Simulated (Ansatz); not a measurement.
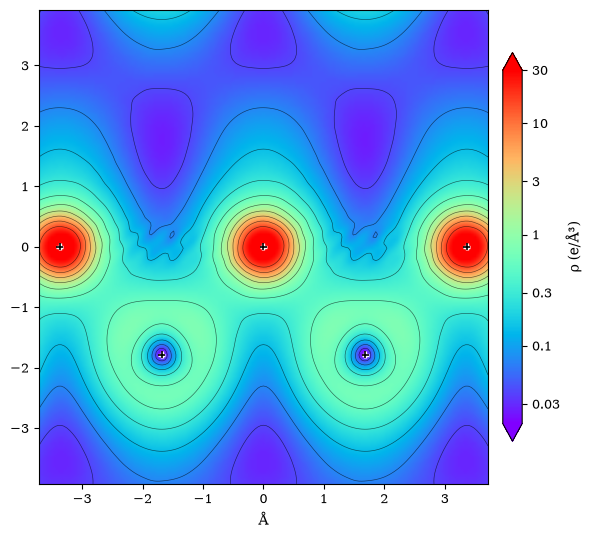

The valence electron density on a plane through atoms (crosses mark nuclei in the plane).

All numbers below come from DFT r2SCAN, scalar-relativistic, plane waves, PAW (Ansatz 0.2.0).

Candidates:
A. GaP, a = 3.37 Å, b = 3.37 Å, c = 7.14 Å, α = 90.00°, β = 90.00°, γ = 90.00°. Space group I-4m2.
B. Al$_{2}$Cu, a = 4.09 Å, b = 4.09 Å, c = 2.85 Å, α = 90.00°, β = 90.00°, γ = 90.00°. Space group P4/mmm; a structure from a database of computed crystals, not necessarily the ambient phase; computed without spin polarisation.

Question: Which candidate gave the map?

Answer: Candidate A: GaP on the (010) plane of the conventional cell, which holds Ga and P. Ga–P (2.45 Å): ρ is about 0.46 e/Å³ halfway.
